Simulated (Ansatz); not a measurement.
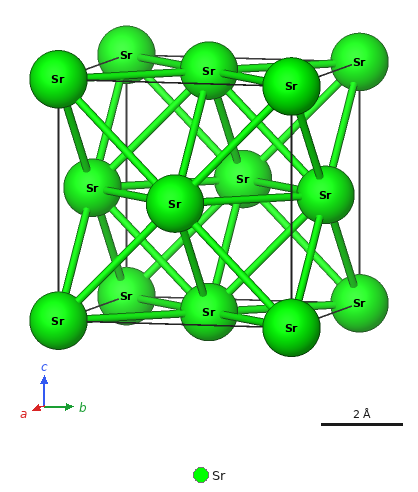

The structure as given in the input (ball-and-stick view of the cell 4 times as large as that of the calculation, set on its symmetry axes, seen slightly off an axis). Near neighbours in the crystal (not all of them lie inside the picture): Sr has 12 Sr at 4.27 Å.

## Geometry relaxation, with input and output: Sr

Sr (1 atom in the cell), computed with DFT, PBE, PAW with Ansatz's default frozen-core files, scalar-relativistic, no spin polarisation (Ansatz 0.2.0).

The structure was built on a prototype by a generator; it need not be a known phase. It belongs to a series of runs on one base structure; here: cell relaxed at zero pressure.

## Input
```yaml
crystal:
  lattice:
    - [0.0, 3.0191369257, 3.0191369257]
    - [3.0191369257, 0.0, 3.0191369257]
    - [3.0191369257, 3.0191369257, 0.0]
  atoms:
    - { symbol: Sr, position: [0.0, 0.0, 0.0] }
kpoints:
  mp_grid: { grid: [11, 11, 11] }
scf:
  occupations: { method: fermi_dirac, width: 0.08 }
hamiltonian:
  xc: pbe
  pseudopotentials: { kind: paw }
output:
  forces: true
  stress: true
relax:
  f_tol: 0.005
  max_steps: 40
  cell: {}
```

Command:
```bash
ansatz run input.yaml --threads 2 --pin off --max-ram 5120MiB --backend cpu --events-out ev --progress --plain --runs-dir out
```

## What the program printed
```
Engine: ansatz 0.2.0, aarch64-unknown-linux-gnu
Pseudopotentials: kind: paw
Pseudopotential: Sr, paw, valence charge 10, recommended cutoff 420 eV (normal), Sr.paw.azcp
Functional definition: PBE
  parameter kappa = 0.804
  parameter beta = 0.06672455060314922
  exchange = pbe_x(kappa = kappa, mu = beta*pi^2/3)
  correlation = pbe_c(beta = beta)
Crystal: 1 atoms, lattice volume = 55.040 Å³
Basis set: ecut = 420 eV, 1067 PW (Γ), exchange–correlation on 60×60×60 points (8 copies of the dense FFT grid, shifted against one another)
Bands: 9, of which v1, the nominal top of the filled ones, is band 5 counted from 1 (4 counted from 0)
Symmetry: 48 space group operations
Space group: Fm-3m (ITA 225), of the structure as read, at distance tolerance 3.8e-5 Å
k-points: 56 of 1331
Non-local potential: Sr, projectors of the file, l = 0: 3, l = 1: 2, l = 2: 2
PAW form: soft (Blöchl's): semilocal exchange-correlation on the pseudo side does not see the compensation charge
PAW one-centre angular grid: Sr, 110 points (default); XC on 64 Gauss nodes
Initial density: superposition of atomic densities (neutral atoms: chi_scale 0, normalization atom), corrected by the library's trained network
Initial wavefunctions: pseudopotential atomic-orbital guess
Functional: x = pbe(κ = 0.804, μ = 0.2195149727645171), c = pbe(β = 0.06672455060314922)
SCF iter   1: F=—  HF=-3544.234956 eV  |F-HF|=—  |Δ(HF+E_count)|=         —  Δρ=8.95e-4  dr2=7.22e-4  ethr=1.77e-3  ⟨swp⟩=6.6  Hψ=4385  notcnv=0
preconditioner: auto → none  [metal: Δε(μ)=0.051 eV  Ē_g=3.501 eV  σ=0.080 eV  W_gap=0.16  n_scr=8 (ndim 8)  ℏωp=7.1 eV  f_vac=0.000  D(μ)=1.23/eV (n_scr^D=8)  sad-step TF]
SCF iter   2: F=—  HF=-3544.235546 eV  |F-HF|=—  |Δ(HF+E_count)|=   5.91e-4  Δρ=5.63e-4  dr2=3.53e-4  ethr=7.22e-6  ⟨swp⟩=2.8  Hψ=1291  notcnv=0
SCF iter   3: F=—  HF=-3544.235574 eV  |F-HF|=—  |Δ(HF+E_count)|=   2.82e-5  Δρ=2.13e-4  dr2=3.61e-5  ethr=3.53e-6  ⟨swp⟩=1.0  Hψ=504  notcnv=0
SCF iter   4: F=—  HF=-3544.235562 eV  |F-HF|=—  |Δ(HF+E_count)|=   1.21e-5  Δρ=1.07e-4  dr2=2.77e-6  ethr=3.61e-7  ⟨swp⟩=2.3  Hψ=738  notcnv=0
SCF iter   5: F=—  HF=-3544.235563 eV  |F-HF|=—  |Δ(HF+E_count)|=   4.93e-7  Δρ=3.17e-5  dr2=1.98e-7  ethr=2.77e-8  ⟨swp⟩=3.0  Hψ=844  notcnv=0
SCF iter   6: F=-3544.235563 eV  HF=-3544.235563 eV  |F-HF|=5.35e-9  |Δ(HF+E_count)|=   6.10e-8  Δρ=6.97e-6  dr2=1.14e-8  ethr=1.00e-9  ⟨swp⟩=4.2  Hψ=1617  notcnv=0
SCF 1 converged in 6 iterations: F = -3544.235563 eV  dr2 = 1.14e-8
  greatest PAW one-centre occupation: 0.988 electrons in one spin orbital (limit 2), on the Sr atom at site 0 (counted from 0), in its partial waves of l = 0
relax step   1: F+E_penalty+E_count = -3544.23556254 eV  Δ(F+E_penalty+E_count) = +0.000e0 eV  max|allowed force component| = 0.000e0 eV/Å  Δτ_max = 0.0000 Å  P = -0.014 GPa  Ω = 55.040 Å³  (6 SCF iters, dr2 threshold 1.00e-7 eV, accepted)
Initial density: handed on by an earlier stage of this run
Initial wavefunctions: pseudopotential atomic-orbital guess (no wavefunctions were taken with the density)
iter 1 solved again at ethr=9.56e-8 eV; its pass at ethr=3.10e-3 eV (dr2=9.56e-6 eV) is discarded
SCF iter   1: F=—  HF=-3544.235561 eV  |F-HF|=—  |Δ(HF+E_count)|=         —  Δρ=6.49e-6  dr2=9.82e-9  ethr=9.56e-8  ⟨swp⟩=4.5  Hψ=6316  notcnv=0
preconditioner: auto → none  [metal: Δε(μ)=0.051 eV  Ē_g=3.497 eV  σ=0.080 eV  W_gap=0.16  n_scr=8 (ndim 8)  ℏωp=7.1 eV  f_vac=0.000  D(μ)=1.23/eV (n_scr^D=8)]
SCF iter   2: F=—  HF=-3544.235563 eV  |F-HF|=—  |Δ(HF+E_count)|=   1.39e-6  Δρ=3.58e-6  dr2=2.40e-9  ethr=9.82e-11  ⟨swp⟩=2.6  Hψ=856  notcnv=0
SCF iter   3: F=—  HF=-3544.235563 eV  |F-HF|=—  |Δ(HF+E_count)|=  6.74e-10  Δρ=2.76e-7  dr2=2.41e-11  ethr=2.40e-11  ⟨swp⟩=2.4  Hψ=764  notcnv=0
SCF iter   4: F=-3544.235563 eV  HF=-3544.235563 eV  |F-HF|=0.00e0  |Δ(HF+E_count)|=  1.00e-11  Δρ=3.30e-8  dr2=2.57e-13  ethr=1.00e-12  ⟨swp⟩=6.2  Hψ=2061  notcnv=0
SCF 2 converged in 4 iterations: F = -3544.235563 eV  dr2 = 2.57e-13
relax step   2: F+E_penalty+E_count = -3544.23556254 eV  Δ(F+E_penalty+E_count) = -1.031e-9 eV  max|allowed force component| = 0.000e0 eV/Å  Δτ_max = 0.0000 Å  P = -0.014 GPa  Ω = 55.040 Å³  stress off target by 1.40e-2 GPa  SCF on the basis re-selected at this cell (its energy is not comparable with the rows above)  (4 SCF iters)
```

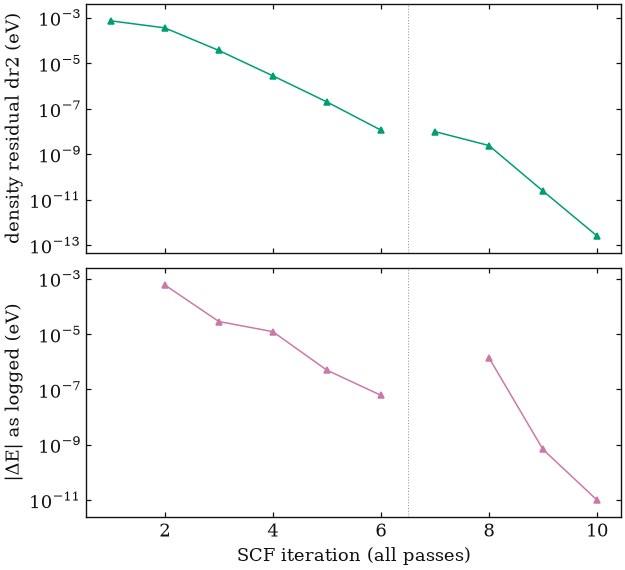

Convergence of the self-consistent field: density residual dr2 and size of the energy change against the SCF iteration. The dotted lines part the SCF passes of the relaxation: geometry steps, rejected trials and re-solves on a re-selected basis. The passes take 6 and 4 iterations.

```
basis re-selected at this cell: Δ(F+E_penalty+E_count) = -1.031e-9 eV, ΔP = +0.000 GPa vs the last step (what re-selecting the basis moved, of the pressure what is left beyond the Pulay correction that the steps carried, after the strain that the cell walked since its last selection, with what the two solves' SCF thresholds leave and, on support functions, any second-order correction that the steps lacked; it is no measure of the basis error at this ecutwfc). This SCF's stress stands 1.40e-2 GPa from its target on what of the cell is left free (relax.cell.stress_tol is 5.00e-2 GPa) and its largest allowed force component is 0.00e0 eV/Å (relax.f_tol is 5.00e-3 eV/Å): within both
SCF converged after 4 iterations
Free energy (F): -3544.235563 eV
Harris-Foulkes:  -3544.235563 eV  (|F-HF|=0.00e0)
Internal energy: -3544.209186 eV  (E = F + TS)
E sigma→0 (E₀):  -3544.222374 eV
Entropy (-TS):   -0.026377 eV (-26.377 meV/atom)
Fermi energy:    5.052986 eV
--- Per-component energies (eV) ---
  E_band       = -136.351641
  E_kinetic    = 241.449837
  E_local      = -771.072424  (includes V_loc(G=0)·N_el)
  E_nonlocal   = 202.854251
  E_hartree    = 195.192752
  E_xc         = -171.234863
  E_vxc        = -159.256993  (∫ρ·V_xc dr)
  E_paw        = -2694.716109  (= ΣΔE_a)
  E_vpaw       = -40.711807  (= ΣTr[D̂ρ^β])
  E_aug_tail   = -0.000001  (compensation charges beyond the density's cutoff)
  E_ewald      = -546.682629
  E_smearing   = -0.026377  (= −TS)
  E_closure    = 0.000000  (closes the sum)
  Σ components = -3544.235563   (vs F -3544.235563, Δ=0.00e0)
--- Forces (eV/Å), atoms counted from 1 ---
  atom   1  Sr    -0.00000000    -0.00000000    -0.00000000
  max |Σ_I F_I| component: 5.75e-32 eV/Å
--- Stress (GPa, compression-positive) ---
       -0.014045       0.000000       0.000000
        0.000000      -0.014045      -0.000000
        0.000000       0.000000      -0.014045
  P = ⅓ Tr σ = -0.0140 GPa (-0.140 kbar)
--- Relaxed structure (1 steps of the walk, 1 accepted, 1 SCFs on fresh bases) ---
  F+E_penalty+E_count = -3544.23556254 eV   max|allowed force component| = 0.000e0 eV/Å   (the final SCF, on the basis selected at the relaxed cell)
  cell:  # Å, volume = 55.0400 Å³
    - [0.0, 3.0191369257, 3.0191369257]
    - [3.0191369257, 0.0, 3.0191369257]
    - [3.0191369257, 3.0191369257, 0.0]
  atoms:
    - { symbol: Sr, position: [0.0, 0.0, 0.0] }
```

## Trajectory as extended XYZ (Å, eV, eV/Å), 2 frames, from step=1 to step=2
```
1
Lattice="0.0000 3.0191 3.0191 3.0191 0.0000 3.0191 3.0191 3.0191 0.0000" Properties=species:S:1:pos:R:3:forces:R:3 step=1 energy=-3544.23556 pressure_GPa=-0.01
Sr    0.0000    0.0000    0.0000    0.0000   0.0000   0.0000
1
Lattice="0.0000 3.0191 3.0191 3.0191 0.0000 3.0191 3.0191 3.0191 0.0000" Properties=species:S:1:pos:R:3:forces:R:3 step=2 energy=-3544.23556 pressure_GPa=-0.01
Sr    0.0000    0.0000    0.0000    0.0000   0.0000   0.0000
```

## Key numbers

- outcome: converged
- space group (tolerance 0.01 Å): Fm-3m (225)
- electrons treated: 10
- free energy: −3544.2356 eV
- Fermi energy: 5.053 eV
- pressure: −0.01 GPa
- final volume: 55.04 Å³
- largest force (length of the vector) at the end: under 0.001 eV/Å
- final cell: a = 4.270 Å, b = 4.270 Å, c = 4.270 Å, α = 60.00°, β = 60.00°, γ = 60.00°
- hardware: 2 threads of Arm Neoverse V2, 24 GiB of memory available, shared host
- wall time: 1.2 s (CPU time 2.3 s)
- peak memory: 0.3 GiB
